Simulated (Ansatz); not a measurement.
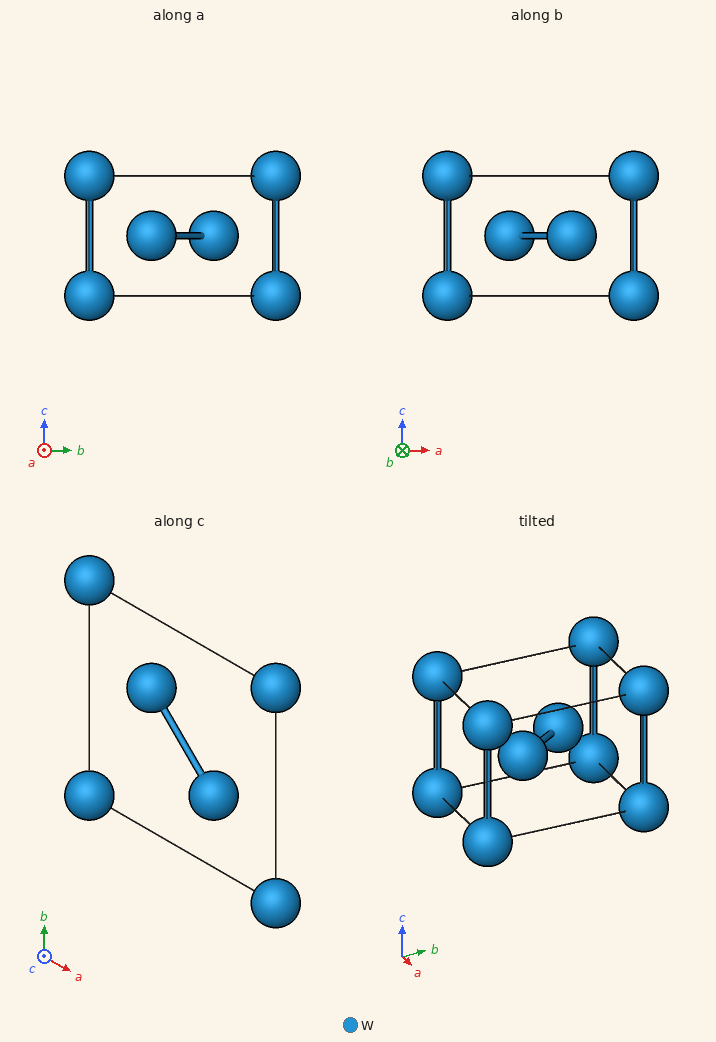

We look at a ball-and-stick model of the crystal along the a axis, along the b axis, along the c axis and slightly off an axis. One conventional unit cell is framed, with atoms on its boundary repeated.

Lattice parameters: a = 4.6416 Å, b = 4.6416 Å, c = 2.5833 Å, α = 90.000°, β = 90.000°, γ = 120.000°.

> Set out the cell and atoms as a CIF with its space group and independent sites.

```cif
data_structure
_symmetry_space_group_name_H-M 'P 6/m m m'
_symmetry_Int_Tables_number 191
_cell_length_a 4.6416
_cell_length_b 4.6416
_cell_length_c 2.5833
_cell_angle_alpha 90.000
_cell_angle_beta 90.000
_cell_angle_gamma 120.000
_cell_volume 48.20
loop_
_atom_site_label
_atom_site_type_symbol
_atom_site_symmetry_multiplicity
_atom_site_Wyckoff_symbol
_atom_site_fract_x
_atom_site_fract_y
_atom_site_fract_z
_atom_site_occupancy
W1 W 1 a 0.0000 0.0000 0.0000 1
W2 W 2 d 0.3333 0.6667 0.5000 1
```

The model was built from a structure type filled with this element by a generator (whether the element takes this form wasn't checked). It was relaxed with DFT, PBEsol, plane waves (420 eV) with PAW, scalar-relativistic (Ansatz 0.2.0).
